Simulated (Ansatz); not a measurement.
# A series of single points on Ca

System: Ca (P4/mmm, 1 atom in the cell).
Method: DFT PBE, scalar-relativistic, plane waves, PAW, no spin polarisation (Ansatz 0.2.0).

The 5 runs differ only in the geometry, by a strain of the cell at fixed fractional positions. Against run 3, the strain is εzz = η. The structure derives from a Materials Project entry.

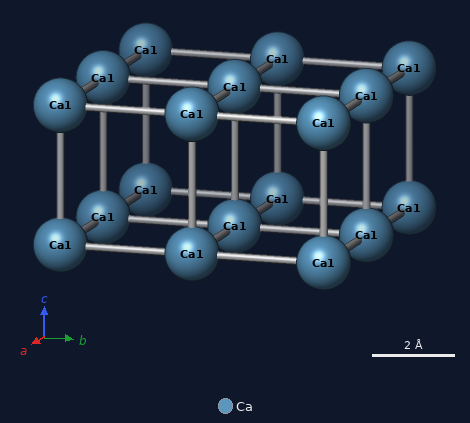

Figure 1. The structure of run 3 (ball-and-stick view of the cell of the calculation, repeated 2 × 2 × 1, seen slightly off an axis; atoms are numbered from 1 in the order of the input).

**Input of run 3**
```yaml
crystal:
  lattice:
    - [3.3839966498, 0.0, 0.0]
    - [0.0, 3.3839966498, 0.0]
    - [0.0, 0.0, 3.48865634]
  atoms:
    - { symbol: Ca, position: [0.0, 0.0, 0.0] }
basis:
  ecutwfc: 420
kpoints:
  mp_grid: { grid: [14, 14, 14] }
hamiltonian:
  xc: pbe
scf:
  occupations: { method: gaussian, width: 0.15 }
output:
  forces: true
  stress: true
  eigenvalues: true
```

Lattice vectors (Å) and fractional positions of run 3:
```
   3.383997    0.000000    0.000000
   0.000000    3.383997    0.000000
   0.000000    0.000000    3.488656
Ca  0.000000  0.000000  0.000000
```

Run 4 differs from it as follows:
```diff
-    - [0.0, 0.0, 3.48865634]
+    - [0.0, 0.0, 3.5409861851]
```

**Results, with one run withheld**

```csv
run,strain parameter η (%),"free energy per atom, from the lowest run given (meV)",pressure (GPa)
1,−3.0000,4.87,1.49
2,−1.5000,0.92,1.27
3,0.0000,0.00,1.08
4,1.5000,?,?
5,3.0000,6.21,0.76
```

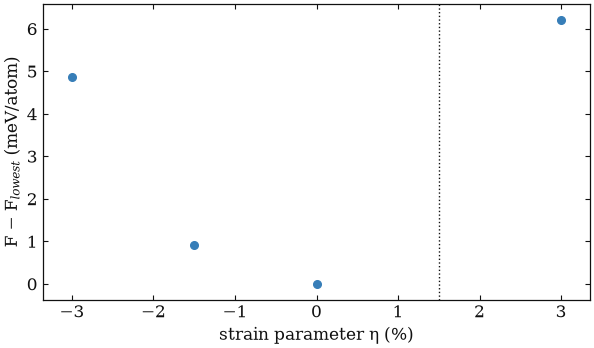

Figure 2. Free energy per atom of the runs given; the dotted line marks run 4.

What should run 4 give?

A quadratic polynomial in the coordinate, fitted to the 4 runs given, misses them by at most 0.08 meV per atom. With x = η + 0.3750, it reads F = −0.05554 − 0.23597 x + 0.62081 x² (meV per atom). At run 4 it gives 1.68 meV per atom, and the run itself gives 1.84. The fit has its minimum at η = −0.1849 %.

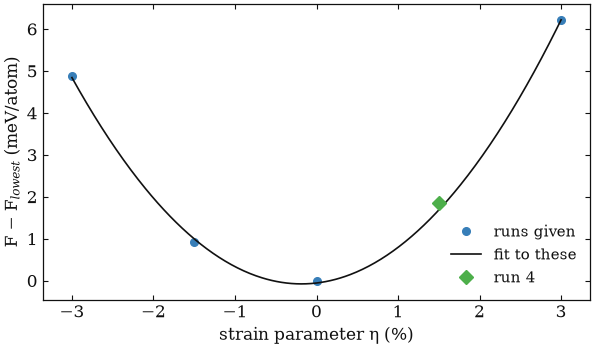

Figure 3. The fit and the withheld run.

**Output, shortened to warnings, some set-up lines, iterations and results (run 4)**
```
Basis set: ecut = 420 eV, 779 PW (Γ), exchange–correlation on 48×48×48 points (8 copies of the dense FFT grid, shifted against one another)
Symmetry: 16 space group operations
k-points: 288 of 2744
Initial density: superposition of atomic densities (neutral atoms: chi_scale 0, normalization atom), corrected by the library's trained network
[...]
SCF iter   1: F=—  HF=-1816.453973 eV  |F-HF|=—  |Δ(HF+E_count)|=         —  Δρ=1.60e-3  dr2=1.83e-3  ethr=1.77e-3  ⟨swp⟩=5.7  Hψ=20658  notcnv=0
SCF iter   2: F=—  HF=-1816.454024 eV  |F-HF|=—  |Δ(HF+E_count)|=   5.07e-5  Δρ=1.11e-3  dr2=9.33e-4  ethr=1.83e-5  ⟨swp⟩=1.3  Hψ=5173  notcnv=0
SCF iter   3: F=—  HF=-1816.454069 eV  |F-HF|=—  |Δ(HF+E_count)|=   4.52e-5  Δρ=3.29e-4  dr2=1.05e-4  ethr=9.33e-6  ⟨swp⟩=1.2  Hψ=2663  notcnv=0
SCF iter   4: F=—  HF=-1816.454041 eV  |F-HF|=—  |Δ(HF+E_count)|=   2.77e-5  Δρ=9.08e-5  dr2=3.21e-6  ethr=1.05e-6  ⟨swp⟩=1.9  Hψ=2939  notcnv=0
SCF iter   5: F=—  HF=-1816.454028 eV  |F-HF|=—  |Δ(HF+E_count)|=   1.27e-5  Δρ=2.60e-5  dr2=6.48e-7  ethr=3.21e-8  ⟨swp⟩=2.9  Hψ=3890  notcnv=0
SCF iter   6: F=-1816.454028 eV  HF=-1816.454028 eV  |F-HF|=3.44e-8  |Δ(HF+E_count)|=   1.90e-7  Δρ=7.93e-6  dr2=6.02e-8  ethr=1.00e-9  ⟨swp⟩=3.1  Hψ=9110  notcnv=0
SCF 1 converged in 6 iterations: F = -1816.454028 eV  dr2 = 6.02e-8
SCF converged after 6 iterations
Free energy (F): -1816.454028 eV
Harris-Foulkes:  -1816.454028 eV  (|F-HF|=3.44e-8)
Internal energy: -1816.444331 eV  (E = F + TS)
E sigma→0 (E₀):  -1816.449179 eV
Entropy (-TS):   -0.009697 eV (-9.697 meV/atom)
Fermi energy:    5.129990 eV
--- Per-component energies (eV) ---
  E_band       = -173.787083
  E_kinetic    = 276.493818
  E_local      = -856.429137  (includes V_loc(G=0)·N_el)
  E_nonlocal   = 63.876242
  E_hartree    = 288.274075
  E_xc         = -136.150689
  E_vxc        = -169.733484  (∫ρ·V_xc dr)
  E_paw        = -858.314308  (= ΣΔE_a)
  E_vpaw       = -64.537260  (= ΣTr[D̂ρ^β])
  E_aug_tail   = -0.000006  (compensation charges beyond the density's cutoff)
  E_ewald      = -594.194324
  E_smearing   = -0.009697  (= −TS)
  E_closure    = -0.000000  (closes the sum)
  Σ components = -1816.454028   (vs F -1816.454028, Δ=0.00e0)
--- Forces (eV/Å), atoms counted from 1 ---
  atom   1  Ca    -0.00000000     0.00000000     0.00000000
  max |Σ_I F_I| component: 3.08e-32 eV/Å
--- Stress (GPa, compression-positive) ---
        1.778911       0.000000       0.000000
        0.000000       1.778911       0.000000
        0.000000       0.000000      -0.840296
  P = ⅓ Tr σ = 0.9058 GPa (9.058 kbar)
```
